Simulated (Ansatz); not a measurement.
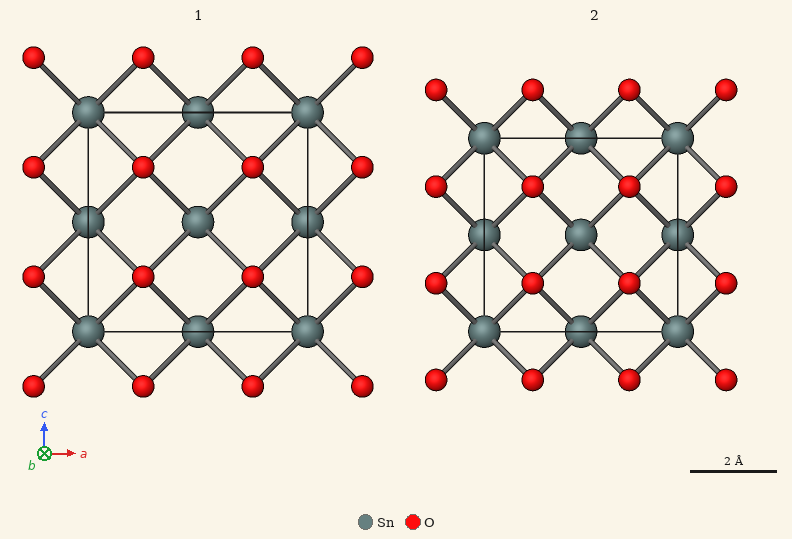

Two geometries of solid SnO2 (built on the cubic fluorite host type), drawn at one scale. One is the start of a relaxation, the other its converged end. The picture is a ball-and-stick view of the conventional cell (4 times the calculation's cell), seen along the b axis. Lengths and directions refer to the drawn axes.

These are results of Ansatz 0.2.0, DFT, PBE, plane waves, PAW, not measurements. (plane-wave cutoff 420 eV; k-point mesh 8 × 8 × 8; occupations fermi dirac; smearing width 0.02 eV; no spin polarisation; cell and atoms relaxed; force threshold 0.005 eV/Å)

Which one is relaxed?

Answer. Structure 1 is the relaxed one. No atom moves by more than 0.005 Å relative to the cell. The drawn cell changes as follows: a = b = c 4.538 → 5.144 Å (+13.4 %); the volume changes by +45.7 %. Among the contacts that change: O–Sn 1.965 → 2.228 Å. The space group stays Fm-3m (No. 225). Over 8 accepted moves (11 points after the start) the energy falls by 1328 meV per atom. All forces vanish by symmetry, so only the cell relaxes. Pressure: 170.39 GPa at the start and 0.00 GPa at the end. At 3 points the geometry stayed and the basis and grid were re-selected for the new cell (energy shift of 95.2 meV per atom at most each time). The run took 7.3 s on 2 threads of AMD EPYC 7R13 Processor (Zen 3), with other jobs on the host, peak memory 0.34 GiB.
